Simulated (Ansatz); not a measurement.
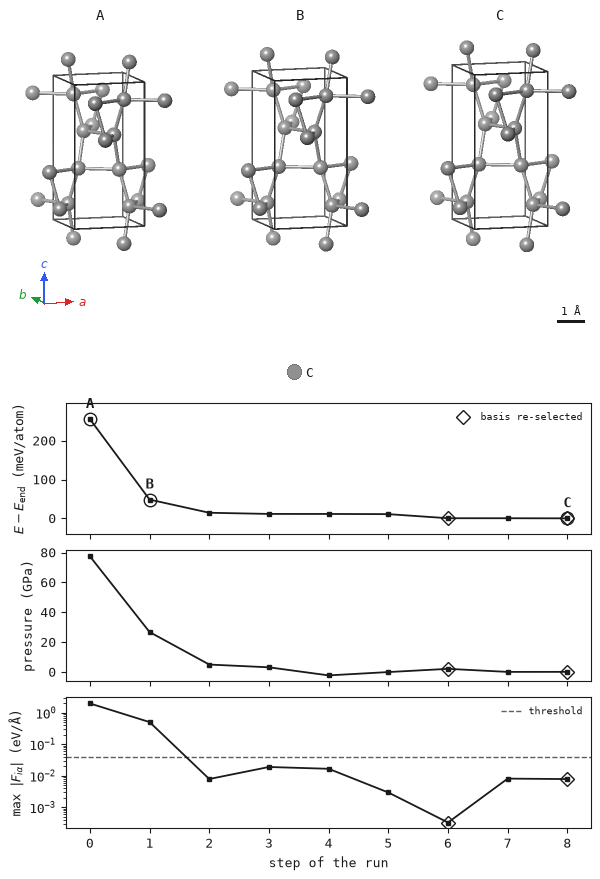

Frames of a relaxation of crystalline C (a generated structure, set up in I4_122) (coarse preliminary run), marked on the history of the run. A ball-and-stick model of the conventional cell (2 times the calculation's cell), seen slightly off an axis. Lengths and directions refer to the drawn axes.

Theory: DFT PBE, scalar-relativistic, plane waves, PAW in Ansatz. (plane-wave cutoff 420 eV; k-point mesh 8 × 8 × 8; occupations gaussian; smearing width 0.1 eV; no spin polarisation; cell and atoms relaxed; force threshold 0.04 eV/Å; at most 70 steps)

What happens along the run?

Answer. Over 6 accepted moves (8 points after the start) the energy falls by 256 meV per atom. The largest force component goes from 2 to 0.0079 eV/Å. The pressure goes from 77.47 to 0.10 GPa. At 2 points the geometry stayed and the basis and grid were re-selected for the new cell (energy shift of 10.5 meV per atom at most each time). The largest moves relative to the cell, 0.043 Å, are those of C atoms. The volume changes by +17.9 %, with a = b 2.777 → 2.915 Å (+5.0 %), c 5.539 → 5.927 Å (+7.0 %). Near-neighbour distances that change, for instance: C–C 1.452 → 1.570 Å, C–C 1.588 → 1.627 Å. Bond angles that change, for instance: C–C–C 122.0° → 127.2°, C–C–C 155.4° → 152.9°. The space group stays I4_122 (No. 98). The run took 51 s on 1 thread of Intel(R) Xeon(R) Processor @ 2.50GHz (Skylake/Cascade Lake), with other jobs on the host, peak memory 0.32 GiB. From step 0 to 1: C atoms move most (0.03 Å), volume +10.6 %, energy −207 meV per atom. From step 1 to 8: volume +6.6 %, energy −48.3 meV per atom.

```json
{"step": "0", "E − E(0), meV/atom": "0.00", "largest force component, eV/Å": "1.9878", "pressure, GPa": "77.47", "volume, Å³/atom": "5.340", "note": ""}
{"step": "1", "E − E(0), meV/atom": "-207.30", "largest force component, eV/Å": "0.5091", "pressure, GPa": "26.76", "volume, Å³/atom": "5.906", "note": ""}
{"step": "2", "E − E(0), meV/atom": "-241.21", "largest force component, eV/Å": "0.0080", "pressure, GPa": "5.00", "volume, Å³/atom": "6.223", "note": ""}
{"step": "3", "E − E(0), meV/atom": "-244.24", "largest force component, eV/Å": "0.0191", "pressure, GPa": "3.15", "volume, Å³/atom": "6.211", "note": ""}
{"step": "4", "E − E(0), meV/atom": "-244.27", "largest force component, eV/Å": "0.0168", "pressure, GPa": "-2.26", "volume, Å³/atom": "6.282", "note": ""}
{"step": "5", "E − E(0), meV/atom": "-244.75", "largest force component, eV/Å": "0.0030", "pressure, GPa": "-0.03", "volume, Å³/atom": "6.249", "note": ""}
{"step": "6", "E − E(0), meV/atom": "-255.29", "largest force component, eV/Å": "0.0003", "pressure, GPa": "2.13", "volume, Å³/atom": "6.249", "note": "same geometry, new basis"}
{"step": "7", "E − E(0), meV/atom": "-255.32", "largest force component, eV/Å": "0.0082", "pressure, GPa": "0.08", "volume, Å³/atom": "6.294", "note": ""}
{"step": "8", "E − E(0), meV/atom": "-255.59", "largest force component, eV/Å": "0.0079", "pressure, GPa": "0.10", "volume, Å³/atom": "6.294", "note": "same geometry, new basis"}
```
